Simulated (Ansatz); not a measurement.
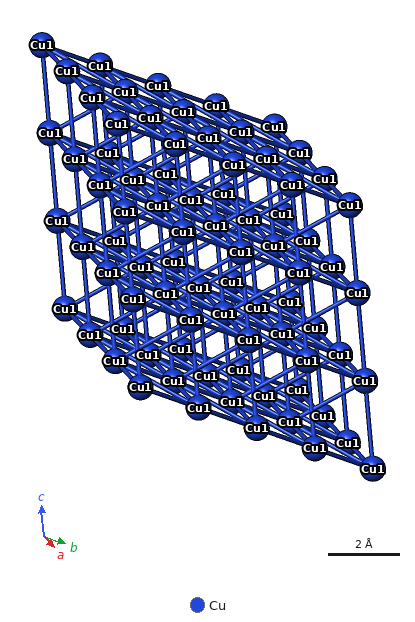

The structure (ball-and-stick view of the cell of the calculation, repeated 3 × 4 × 3, seen slightly off an axis; atoms are numbered from 1 in the order of the input).

# Mending a single-point calculation on Cu

System: Cu (Fmmm, 1 atom in the cell).
Method of run 1: DFT, PBE, plane waves, PAW, Ueff = 4 eV on Cu f (Ansatz 0.2.0).

The structure derives from a Materials Project entry. Text and figures count atoms from 1; the logs count them from 0 in places.

**Input file, run 1**
```yaml
crystal:
  lattice:
    - [-1.4681525919, 1.4681525919, 1.3795566845]
    - [1.4681525919, -1.4681525919, 1.3795566845]
    - [1.4829078943, 1.4829078943, -1.3795566845]
  atoms:
    - { symbol: Cu, position: [0.0, 0.0, 0.0] }
basis:
  ecutwfc: 420
kpoints:
  mp_grid: { grid: [30, 30, 30] }
hamiltonian:
  xc: pbe
  hubbard: { sites: [{ species: Cu, l: f, u_eff: 4.0 }] }
scf:
  occupations: { method: gaussian, width: 0.15 }
  max_iter: 80
output:
  forces: true
  eigenvalues: true
  stress: true
```

Launched with:
```bash
ansatz run input.yaml --threads 1 --pin off --max-ram 2560MiB --backend cpu --events-out ev --progress --plain --runs-dir out
```

Hardware: 1 thread of Intel Xeon (Sapphire Rapids), 64 GiB of memory available, shared host.

**Output (run 1)**
```
Error: inconsistent input (hamiltonian.hubbard.sites[].l, hamiltonian.hubbard.sites[].shell): the file of Cu doesn't list 4f, and it can't be added: PBE doesn't bind the shell 4f of the free atom, whose level lies at +1.10 eV. Type an atom or ion with it (hamiltonian.pseudopotentials.projection_atoms), take another file or name another shell
```

What went wrong, and how is the input to be mended?

Answer. A setting was made wrong on purpose: a U on a shell that isn't there (`hamiltonian.hubbard`). The program refused the input: “inconsistent input (hamiltonian.hubbard.sites[].l, hamiltonian.hubbard.sites[].shell): the file of Cu doesn't list 4f, and it can't be added: PBE doesn't bind the shell 4f of the free atom, whose level lies at +1.10 eV …”

A run of the same system that converges differs from this input as follows (lines with − go, lines with + come):
```diff
-  hubbard: { sites: [{ species: Cu, l: f, u_eff: 4.0 }] }
-  max_iter: 80
```

**Output, shortened to warnings, some set-up lines, iterations and results (run 2)**
```
Basis set: ecut = 420 eV, 225 PW (Γ), exchange–correlation on 36×36×36 points (8 copies of the dense FFT grid, shifted against one another)
Symmetry: 8 space group operations
k-points: 3736 of 27000
Initial density: superposition of atomic densities (neutral atoms: chi_scale 0, normalization atom), corrected by the library's trained network
[...]
SCF iter   1: F=—  HF=-6625.139479 eV  |F-HF|=—  |Δ(HF+E_count)|=         —  Δρ=8.32e-4  dr2=1.61e-5  ethr=1.77e-3  ⟨swp⟩=5.1  Hψ=257706  notcnv=0
SCF iter   2: F=—  HF=-6625.139596 eV  |F-HF|=—  |Δ(HF+E_count)|=   1.18e-4  Δρ=4.08e-4  dr2=4.25e-6  ethr=8.50e-8  ⟨swp⟩=3.1  Hψ=131578  notcnv=0
SCF iter   3: F=—  HF=-6625.139608 eV  |F-HF|=—  |Δ(HF+E_count)|=   1.20e-5  Δρ=1.95e-4  dr2=8.55e-7  ethr=2.24e-8  ⟨swp⟩=2.0  Hψ=70185  notcnv=0
SCF iter   4: F=-6625.139612 eV  HF=-6625.139612 eV  |F-HF|=3.97e-10  |Δ(HF+E_count)|=   3.37e-6  Δρ=9.67e-6  dr2=5.54e-9  ethr=4.50e-9  ⟨swp⟩=2.0  Hψ=71511  notcnv=0
SCF iter   5: F=-6625.139612 eV  HF=-6625.139612 eV  |F-HF|=1.21e-10  |Δ(HF+E_count)|=   1.03e-9  Δρ=1.84e-6  dr2=1.04e-10  ethr=2.92e-11  ⟨swp⟩=2.0  Hψ=78187  notcnv=0
SCF iter   6: F=-6625.139612 eV  HF=-6625.139612 eV  |F-HF|=9.09e-13  |Δ(HF+E_count)|=  1.63e-10  Δρ=1.07e-7  dr2=2.95e-13  ethr=1.00e-12  ⟨swp⟩=2.1  Hψ=173014  notcnv=0
SCF 1 converged in 6 iterations: F = -6625.139612 eV  dr2 = 2.95e-13
SCF converged after 6 iterations
Free energy (F): -6625.139612 eV
Harris-Foulkes:  -6625.139612 eV  (|F-HF|=9.09e-13)
Internal energy: -6625.135428 eV  (E = F + TS)
E sigma→0 (E₀):  -6625.137520 eV
Entropy (-TS):   -0.004184 eV (-4.184 meV/atom)
Fermi energy:    16.408962 eV
--- Per-component energies (eV) ---
  E_band       = -365.417789
  E_kinetic    = 299.759473
  E_local      = -4082.263266  (includes V_loc(G=0)·N_el)
  E_nonlocal   = 390.112910
  E_hartree    = 1797.348867
  E_xc         = -89.426839
  E_vxc        = -115.394673  (∫ρ·V_xc dr)
  E_paw        = -1663.143198  (= ΣΔE_a)
  E_vpaw       = -452.330254  (= ΣTr[D̂ρ^β])
  E_aug_tail   = 0.000323  (compensation charges beyond the density's cutoff)
  E_ewald      = -3277.523697
  E_smearing   = -0.004184  (= −TS)
  E_closure    = -0.000000  (closes the sum)
  Σ components = -6625.139612   (vs F -6625.139612, Δ=0.00e0)
--- Forces (eV/Å), atoms counted from 1 ---
  atom   1  Cu     0.00000000     0.00000000     0.00000000
  max |Σ_I F_I| component: 1.85e-32 eV/Å
--- Stress (GPa, compression-positive) ---
       -0.040280      -1.021014       0.000000
       -1.021014      -0.040280       0.000000
        0.000000      -0.000000       0.034272
  P = ⅓ Tr σ = -0.0154 GPa (-0.154 kbar)
```

**The two runs side by side**

```csv
quantity,run 1,run 2
outcome,refused,converged
free energy per atom (eV),–,−6625.1396
gap on the mesh (eV),–,0.00
pressure (GPa),–,−0.02
volume per atom (Å³),–,12.01
largest force (eV/Å),–,0.000
SCF iterations,–,6
irreducible k-points,–,3736
plane waves at Γ,–,225
```
